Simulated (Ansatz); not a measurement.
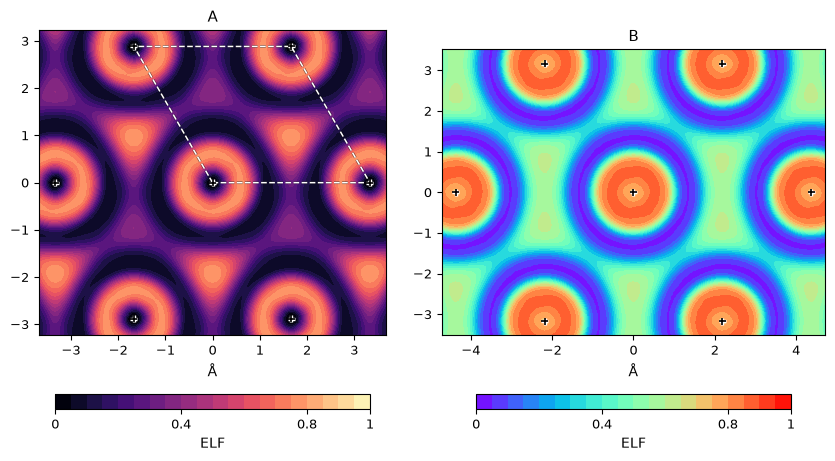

The electron localisation function of 2 systems, each on a plane through atoms (crosses mark nuclei in the plane).

Theory: DFT r2SCAN, scalar-relativistic, plane waves, PAW (Ansatz).

System 1: Ca, the (11̄0) plane of the conventional cell. Space group I4/mmm; changed on purpose from its base cell (strain +0.000 along x and y, -0.025 along z, atoms carried along).

```
CELL_PARAMETERS angstrom
4.48000 0.00000 0.00000
0.00000 4.48000 0.00000
0.00000 0.00000 4.36800
ATOMIC_POSITIONS crystal
Ca 0.00000 0.00000 0.00000
Ca 0.50000 0.50000 0.50000
```

System 2: Sc, the (001) plane of the conventional cell. Space group P6₃/mmc.

```xyz
2
Lattice="3.3310 0.0000 0.0000 -1.6655 2.8847 0.0000 0.0000 0.0000 5.1900" Properties=species:S:1:pos:R:3 pbc="T T T"
Sc    0.0000    1.9231    1.2975
Sc    1.6655    0.9616    3.8925
```

**Match each panel to its system.**

Panel A is system 2, Sc: the plane holds Sc. Sc–Sc (3.33 Å): the ELF is about 0.35 at the midpoint. Panel B is system 1, Ca: the plane holds Ca. Ca–Ca (3.85 Å): the ELF is about 0.35 at the midpoint; no localised pair shows between them.
